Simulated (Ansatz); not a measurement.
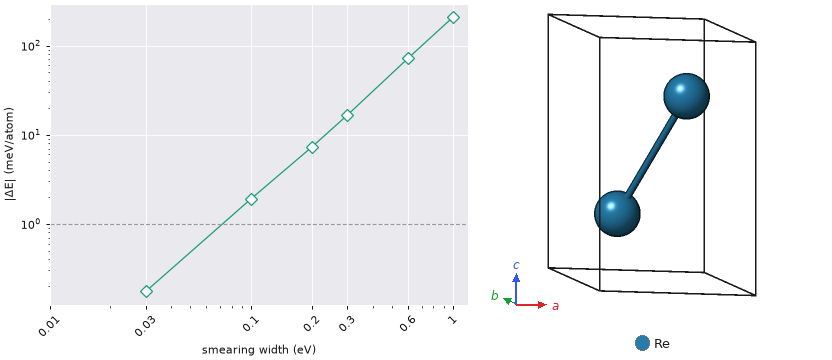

Beside the plot: the structure in its conventional cell.

Scan of the smearing width.
- system: Re (P6_3/mmc, 2 atoms in the cell)
- method: DFT, LDA (PW92), plane waves (420 eV) with PAW, scalar-relativistic in Ansatz; 13×13×7 k-mesh, Gaussian smearing
ΔE is the free energy less its value at the smallest setting, 0.01 eV.
Dashed lines or grey bands mark the tolerance: 1 meV/atom.
On logarithmic panels, open markers lie below the reference value and filled ones above.

From which setting is the free energy converged to 1 meV/atom?

Answer. The free energy is within 1 meV/atom of the smallest setting's value from 0.03 eV down. It is off by 210 meV/atom at 1 eV, 17 meV/atom at 0.3 eV and 1.9 meV/atom at 0.1 eV (always below it). The free energy falls with the width because it holds the −TS term of the fractional occupations.
